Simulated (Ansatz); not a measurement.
## W: 7 runs along one coordinate

System: W (Fm-3m, 1 atom in the cell).
Method: Kohn-Sham DFT of a periodic cell, LDA, all-electron LAPW, scalar-relativistic, no spin polarisation (Ansatz 0.2.0).

The 7 runs differ only in the geometry, by an even scaling of the cell at fixed fractional positions. The structure derives from an entry of the Crystallography Open Database.

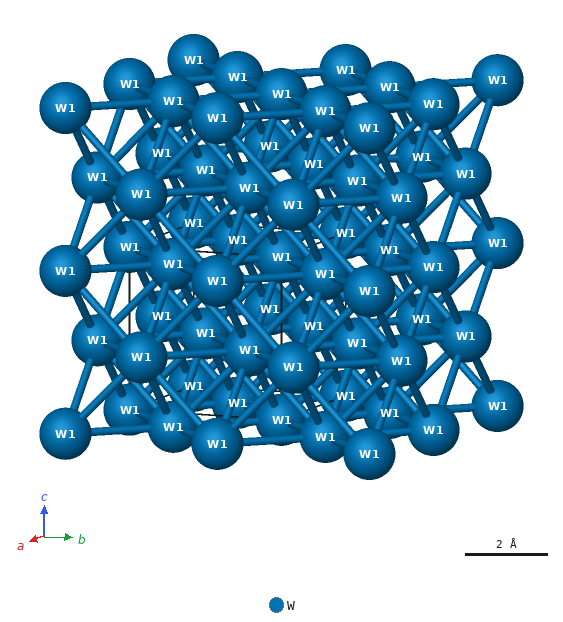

Figure 1. The structure of run 4 (ball-and-stick view of the cell 4 times as large as that of the calculation, set on its symmetry axes, repeated 2 × 2 × 2, seen slightly off an axis; atoms are numbered from 1 in the order of the input).

## Input of run 4
```yaml
crystal:
  lattice:
    - [0.0, 2.03, 2.03]
    - [2.03, 0.0, 2.03]
    - [2.03, 2.03, 0.0]
  atoms:
    - { symbol: W, position: [0.0, 0.0, 0.0] }
kpoints:
  mp_grid: { grid: [11, 11, 11] }
scf:
  occupations: { method: fermi_dirac, width: 0.05 }
hamiltonian:
  xc: lda
  pseudopotentials: { kind: all_electron, lapw: { basis_error: 0.001 } }
output:
  forces: true
  stress: true
  eigenvalues: true
```

Command:
```bash
ansatz run input.yaml --threads 1 --pin off --max-ram 3072MiB --backend cpu --events-out ev --progress --plain --runs-dir out
```

Lattice vectors (Å) and fractional positions of run 4:
```
   0.000000    2.030000    2.030000
   2.030000    0.000000    2.030000
   2.030000    2.030000    0.000000
W   0.000000  0.000000  0.000000
```

Run 5 differs from it as follows:
```diff
-    - [0.0, 2.03, 2.03]
-    - [2.03, 0.0, 2.03]
-    - [2.03, 2.03, 0.0]
+    - [0.0, 2.0434441004, 2.0434441004]
+    - [2.0434441004, 0.0, 2.0434441004]
+    - [2.0434441004, 2.0434441004, 0.0]
```

## Results, with one run withheld

```tsv
run	volume per atom (Å³)	free energy per atom, from the lowest run given (meV)	pressure (GPa)
1	15.727	0.00	−0.16
2	16.062	7.17	−6.59
3	16.396	27.10	−12.39
4	16.731	58.50	−17.58
5	17.065	?	?
6	17.400	150.97	−26.35
7	17.735	209.92	−30.03
```

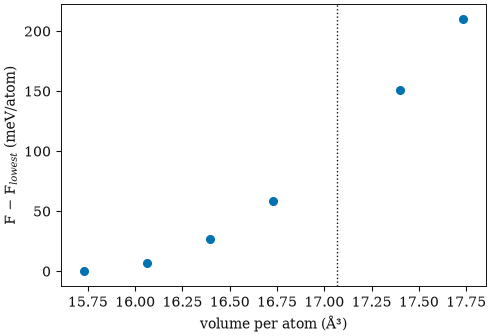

Figure 2. Free energy per atom of the runs given; the dotted line marks run 5.

Estimate the energy of run 5 from the others.

A cubic polynomial in V^(−2/3) (the Birch–Murnaghan form), fitted to the 6 runs given, misses them by at most 0.04 meV per atom. With x = V^(−2/3) − 0.15336 Å⁻², it reads F = 50.019 − 16668 x + 1.3793e+06 x² + 1.5732e+06 x³ (meV per atom). At run 5 it gives 100.11 meV per atom, and the run itself gives 100.16. The slope of the fit gives a pressure −dF/dV of −22.20 GPa there, and the run prints −22.22 GPa. The fit has no minimum inside this range.

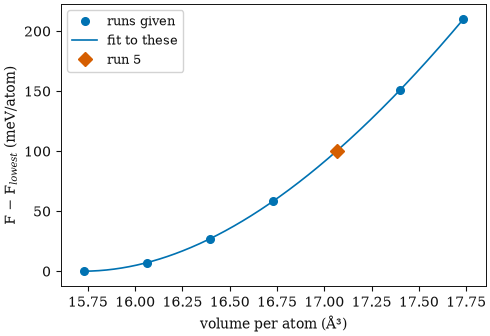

Figure 3. The fit and the withheld run.

## Output, shortened to warnings, some set-up lines, iterations and results (run 5)
```
Basis set: ecut = 248.60943728774313 eV, 169 PW (Γ), exchange–correlation at level 2
Symmetry: 48 space group operations
k-points: 56 of 1331
Initial density: superposition of atomic densities (chi_scale 0.1, normalization cell)
[...]
SCF iter   1: F=—  HF=-438947.059884 eV  |F-HF|=—  |Δ(HF+E_count)|=         —  Δρ=2.88e-2  dr2=7.59e-2  ethr=1.98e-4  ⟨swp⟩=2.9  Hψ=8141  notcnv=0
SCF iter   2: F=—  HF=-438946.857667 eV  |F-HF|=—  |Δ(HF+E_count)|=   2.02e-1  Δρ=1.41e-2  dr2=2.21e-2  ethr=1.98e-4  ⟨swp⟩=2.0  Hψ=4034  notcnv=0
SCF iter   3: F=—  HF=-438946.841582 eV  |F-HF|=—  |Δ(HF+E_count)|=   1.61e-2  Δρ=9.17e-3  dr2=1.05e-2  ethr=5.82e-5  ⟨swp⟩=2.0  Hψ=3825  notcnv=0
SCF iter   4: F=—  HF=-438946.837645 eV  |F-HF|=—  |Δ(HF+E_count)|=         —  Δρ=5.27e-3  dr2=3.94e-3  ethr=2.76e-5  ⟨swp⟩=2.0  Hψ=3824  notcnv=0
SCF iter   5: F=—  HF=-438946.837445 eV  |F-HF|=—  |Δ(HF+E_count)|=   2.00e-4  Δρ=1.32e-3  dr2=2.99e-4  ethr=7.89e-7  ⟨swp⟩=2.0  Hψ=6452  notcnv=0
SCF iter   6: F=—  HF=-438946.837457 eV  |F-HF|=—  |Δ(HF+E_count)|=   1.25e-5  Δρ=3.15e-4  dr2=1.56e-5  ethr=7.88e-7  ⟨swp⟩=2.0  Hψ=3824  notcnv=0
SCF iter   7: F=—  HF=-438946.837456 eV  |F-HF|=—  |Δ(HF+E_count)|=   8.30e-7  Δρ=8.65e-5  dr2=1.41e-6  ethr=4.10e-8  ⟨swp⟩=2.0  Hψ=3824  notcnv=0
SCF iter   8: F=-438946.837456 eV  HF=-438946.837456 eV  |F-HF|=1.65e-8  |Δ(HF+E_count)|=   2.51e-7  Δρ=2.06e-5  dr2=6.52e-8  ethr=3.72e-9  ⟨swp⟩=2.0  Hψ=3824  notcnv=0
SCF 1 converged in 8 iterations: F = -438946.837456 eV  dr2 = 6.52e-8
SCF converged after 8 iterations
Free energy (F): -438946.837456 eV
Harris-Foulkes:  -438946.837456 eV  (|F-HF|=1.65e-8)
Internal energy: -438946.828550 eV  (E = F + TS)
E sigma→0 (E₀):  -438946.833003 eV
Entropy (-TS):   -0.008906 eV (-8.906 meV/atom)
Fermi energy:    26.054456 eV
--- Per-component energies (eV) ---
  E_band       = -2112.433211
  E_kinetic    = 491460.310051
  E_xc         = -8574.959058
  E_electrostatic = -921832.179543  (all electrons and nuclei)
  E_smearing   = -0.008906  (= −TS)
  E_closure    = 0.000000  (closes the sum)
  E_atoms      = -438934.780873  (free atoms, spherical and without spin; not in F)
  Σ components = -438946.837456   (vs F -438946.837456, Δ=0.00e0)
  Basis errors (estimates in eV, not in F): energy 2.3e-4 per atom: plane waves 1.8e-4 (9.3e-5 summed), levels above the bands 4.4e-100, relativity 8.4e-9, radial functions 4.4e-5, core shells 5.0e-7; eigenvalues (radial functions only) 2.4e-6; not estimated: angular momenta, meshes, grids; target …
--- Forces (eV/Å), atoms counted from 1 ---
  atom   1  W      0.00000000    -0.00000000     0.00000000
  max |Σ_I F_I| component: 1.31e-31 eV/Å
--- Stress (GPa, compression-positive) ---
      -22.217108      -0.000000       0.000000
       -0.000000     -22.217108       0.000000
        0.000000       0.000000     -22.217108
  P = ⅓ Tr σ = -22.2171 GPa (-222.171 kbar)
```

Notes: Spin–orbit coupling is left out, which matters for W.
